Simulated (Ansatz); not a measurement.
System: SnO, space group P6_3mc (No. 186) (cell built by us, not taken from a database).

Input file:
```
crystal:
  lattice:
    - [3.298156332, 0.0, 0.0]
    - [-1.649078166, 2.8562871691, 0.0]
    - [0.0, 0.0, 9.2163701104]
  atoms:
    - { symbol: Sn, position: [0.3333333333, 0.6666666667, -0.0066374682] }
    - { symbol: Sn, position: [0.6666666667, 0.3333333333, 0.4933625318] }
    - { symbol: O, position: [0.3333333333, 0.6666666667, 0.3816374682] }
    - { symbol: O, position: [0.6666666667, 0.3333333333, 0.8816374682] }
kpoints:
  mp_grid: { grid: [9, 9, 2] }
hamiltonian:
  xc: r2scan
scf:
  occupations: { method: fixed }
dielectric: {}
```

Launched with:
```bash
ansatz run input.yaml --threads 2 --pin off --max-ram 2211MiB --backend cpu --events-out ev --progress --plain --runs-dir out
```

How it was computed, with Ansatz 0.2.0: Born effective charges by linear response at the zone centre, in units of the proton charge, Cartesian axes of the given cell; DFT, r2SCAN, plane waves, PAW. Level: r2SCAN, no spin polarisation.

- periodic directions: 3
- potentials: PAW
- wave cutoff: 500 eV
- k mesh: 9×9×2

Predict the mean Born effective charge of each atom. The cases: Sn 1; Sn 2; O 1; O 2.

All are equal in size, 2.32 e, and the charges add up to 0.00 e. Sn 1, Sn 2, O 1 and O 2 are equally anisotropic; for Sn 1: its diagonal components run from 1.20 to 2.89 e.

```json
{"atom": "Sn 1", "mean Born effective charge (e)": "2.32", "Born charge xx (e)": "2.889", "Born charge zz (e)": "1.196"}
{"atom": "Sn 2", "mean Born effective charge (e)": "2.32", "Born charge xx (e)": "2.889", "Born charge zz (e)": "1.196"}
{"atom": "O 1", "mean Born effective charge (e)": "-2.32", "Born charge xx (e)": "-2.889", "Born charge zz (e)": "-1.196"}
{"atom": "O 2", "mean Born effective charge (e)": "-2.32", "Born charge xx (e)": "-2.889", "Born charge zz (e)": "-1.196"}
```

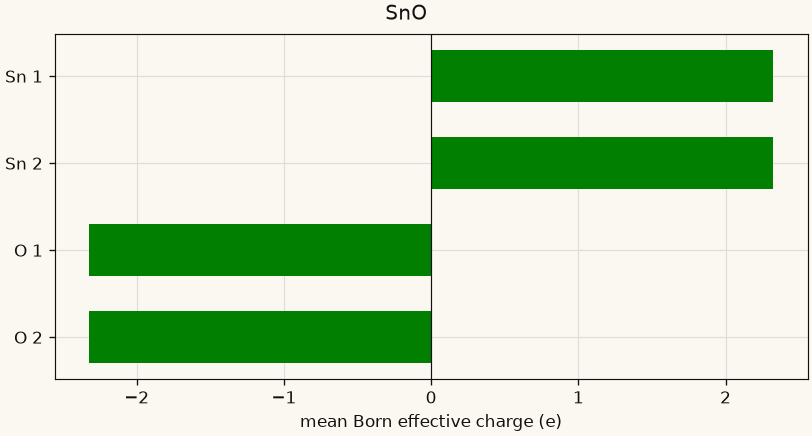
